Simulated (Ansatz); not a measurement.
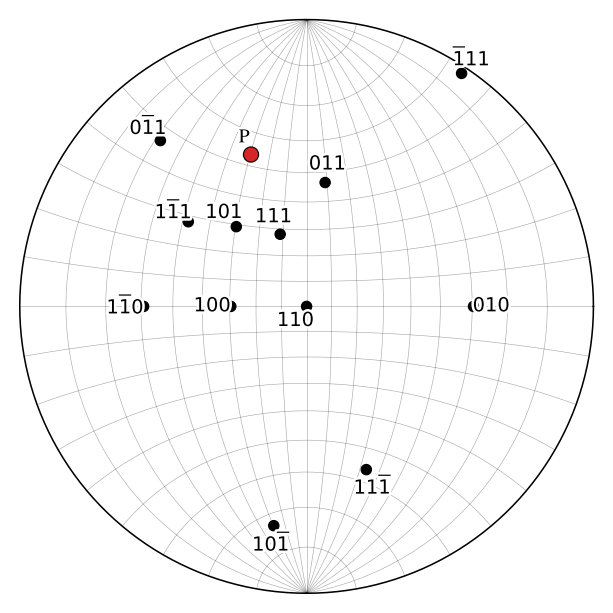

Crystal: Mo, the geometry relaxed (final pressure about -7.2 GPa) with Ansatz 0.2.0, DFT PBEsol, scalar-relativistic, plane waves, PAW. Stereographic projection of plane normals (upper hemisphere) centred on (1 1 0). All values are computed from the atomic coordinates in the standard setting (tolerance 0.002 Å).

a = 3.210 Å, b = 4.540 Å, c = 2.692 Å, α = 90.00°, β = 126.53°, γ = 90.00°.

Q: Index the pole marked P.

A: P is (0 0 1), 58.8° from the centre.

Q: What is the angle between the normals of (1 0 1) and (1 1 −1), and what are their d_hkl = 1/|g|?

A: 100.8°; d = 1.316 Å and 2.241 Å.
